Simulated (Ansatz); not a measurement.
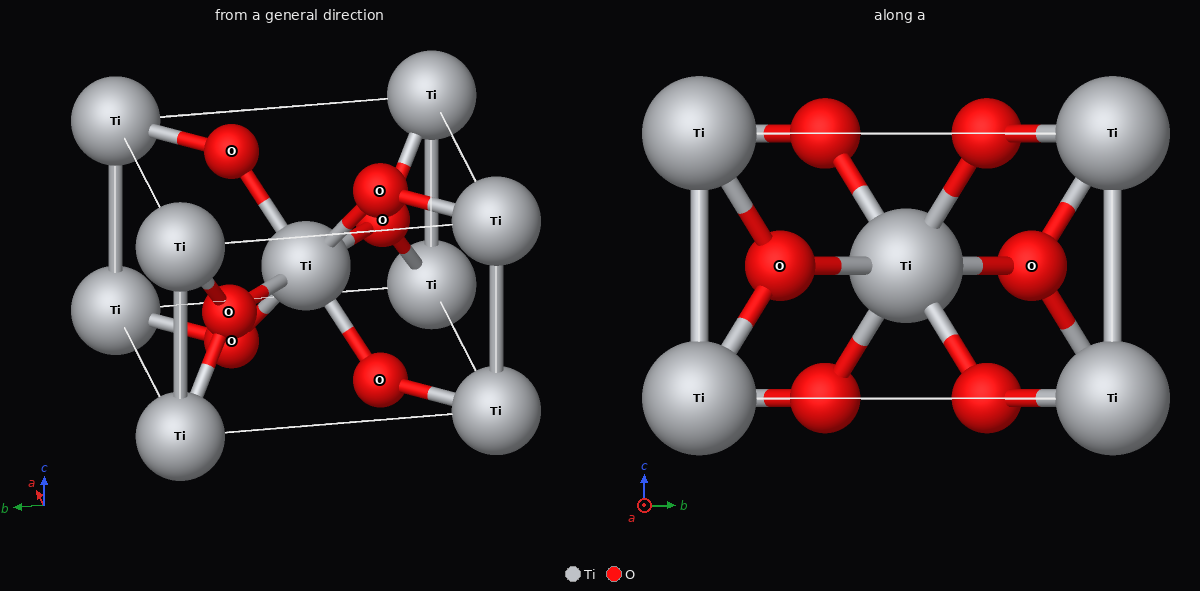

Drawn in the ball-and-stick manner and seen from a general direction and along the a axis. The lines enclose the conventional unit cell; boundary atoms appear with their images.

The cell measures a = 4.59 Å, b = 4.59 Å, c = 2.94 Å, α = 90.00°, β = 90.00°, γ = 90.00°.

What composition does the cell have?

TiO2. The cell holds 2 Ti, 4 O, counting shared atoms by their share.

Give the space group.

P4_2/mnm (No. 136), with Ti on 2a and O on 4f.

Which prototype does it follow?

Rutile.

The structure was taken from a structure type known for this compound. Earlier steps of the study may have refined or changed the cell and positions. A calculation with Ansatz used it as input.
